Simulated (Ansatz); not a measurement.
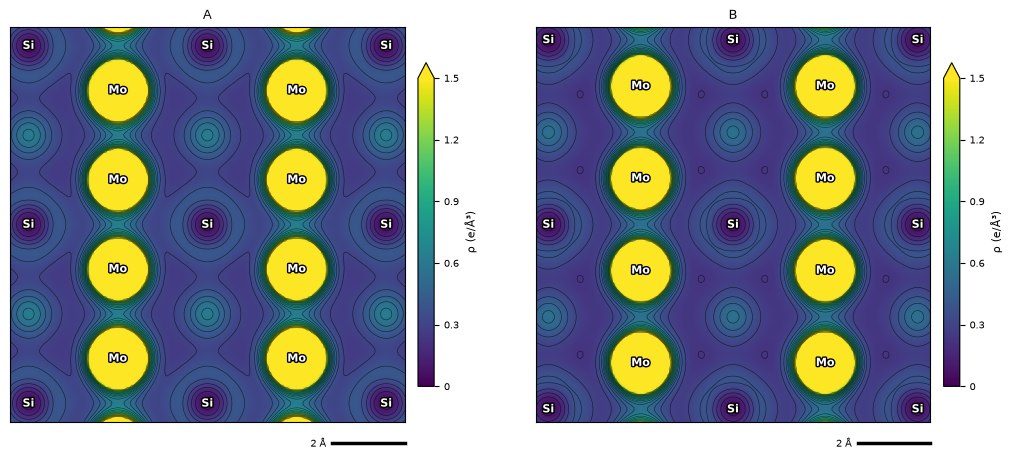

SiMo3. The valence charge density (pseudo) of two cells that differ in size, on the (100) plane of each (indices in the axes of the calculation cell), at one length scale and on one colour scale: B has 16.2 Å³ an atom and A 14.8.

Computed with Ansatz 0.2.0, DFT PBE, scalar-relativistic, plane waves, PAW.

In a PAW calculation such maps are meaningful between the atoms, not at the nuclei.

The larger cell:

```xyz
8
Lattice="5.0648 0.0000 0.0000 0.0000 5.0648 0.0000 0.0000 0.0000 5.0648" Properties=species:S:1:pos:R:3 pbc="T T T"
Si    0.0000    0.0000    0.0000
Si    2.5324    2.5324    2.5324
Mo    1.2662    0.0000    2.5324
Mo    2.5324    3.7986    0.0000
Mo    3.7986    0.0000    2.5324
Mo    2.5324    1.2662    0.0000
Mo    0.0000    2.5324    3.7986
Mo    0.0000    2.5324    1.2662
```

The smaller cell: a = 4.906 Å, b = 4.906 Å, c = 4.906 Å, α = 90.00°, β = 90.00°, γ = 90.00°.

### What does the compression do to the bonding and the properties?

From the larger cell to the smaller, Si–Mo goes from 2.83 to 2.74 Å, and the density at its midpoint from 0.27 to 0.31 e/Å³; Mo–Mo goes from 2.53 to 2.45 Å, and the density at its midpoint from 0.55 to 0.62 e/Å³; the pressure goes from −19 to 0.0 GPa.
